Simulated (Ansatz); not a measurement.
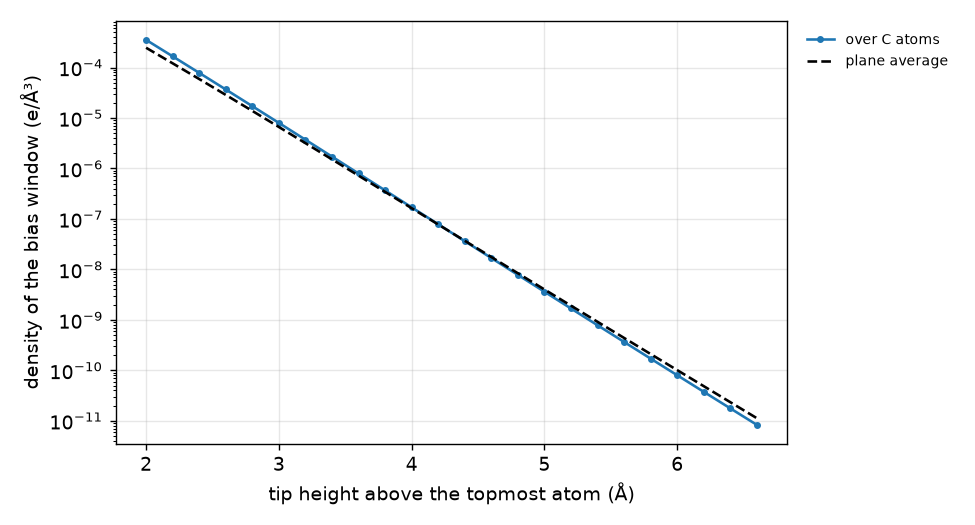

Approach curves over monolayer carbon (graphene) at a sample bias of +1.50 V.

Tersoff–Hamann simulation (s-wave tip); biases are sample biases. Bias windows are sharp sums over the levels of the k mesh.

The calculation used DFT PBE+D3(BJ), scalar-relativistic, plane waves, PAW (Ansatz). Cutoff 600 eV, 48 × 48 k-points, Gaussian smearing 0.05 eV, dipole correction. No spin polarisation.

### How fast does the current decay, and what apparent barrier height does that imply?

Near 4 Å the plane average falls as exp(−3.71 z/Å), a factor of 41 per ångström, which gives an apparent barrier of 13.1 eV (0.952 eV Å² times the slope squared). The vacuum level lies 4.24 eV above zero bias. The upper edge of the window lies 2.74 eV under it. The apparent barrier is well above 2.74 eV. At 4 Å the 0.50 eV of states nearest the upper edge carry 69 % of the density. The value exceeds even the 4.24 eV between the vacuum level and the deepest states of the window, so their depth alone doesn't explain it. States away from the zone centre decay faster, since their momentum along the surface adds to the barrier, and that may account for the rest.
